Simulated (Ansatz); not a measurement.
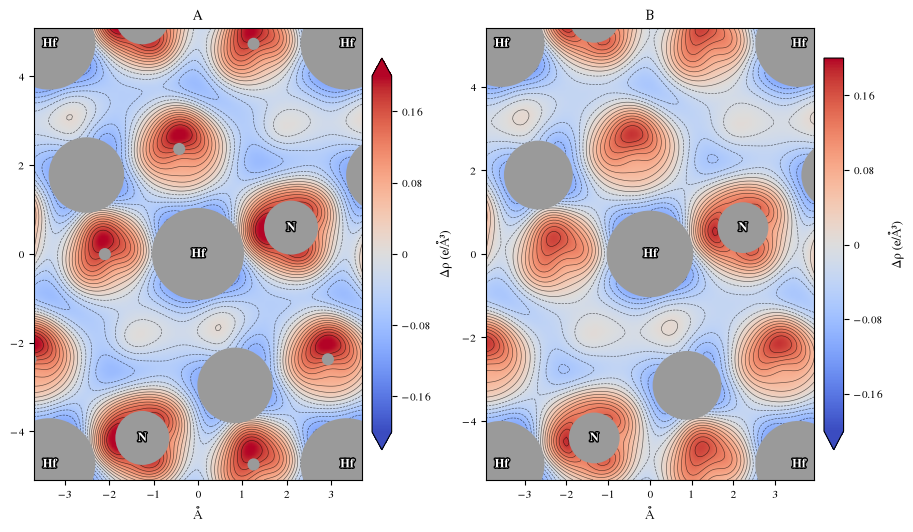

Hf3N4: deformation density on the (110) plane of the conventional cell at two volumes, with the same fractional coordinates and one colour scale. Grey discs cover the cores.

Space group I-43d.

The calculation used DFT r2SCAN, scalar-relativistic, plane waves, PAW in Ansatz 0.2.0.

Question: Which panel is the larger cell, by how much, and what changes?

Answer: B is the larger cell: B has 120 % of the volume of A.
- The pressure is 2 GPa in A and −35 GPa in B.
- Bader charges in A: Hf +2.37 and N −1.78 e; in B: Hf +2.40 and N −1.80 e.
- The rearranged charge is 0.33 e an atom in A and 0.34 e in B.
- The scaled cell isn't relaxed: forces reach 1.0 eV/Å.
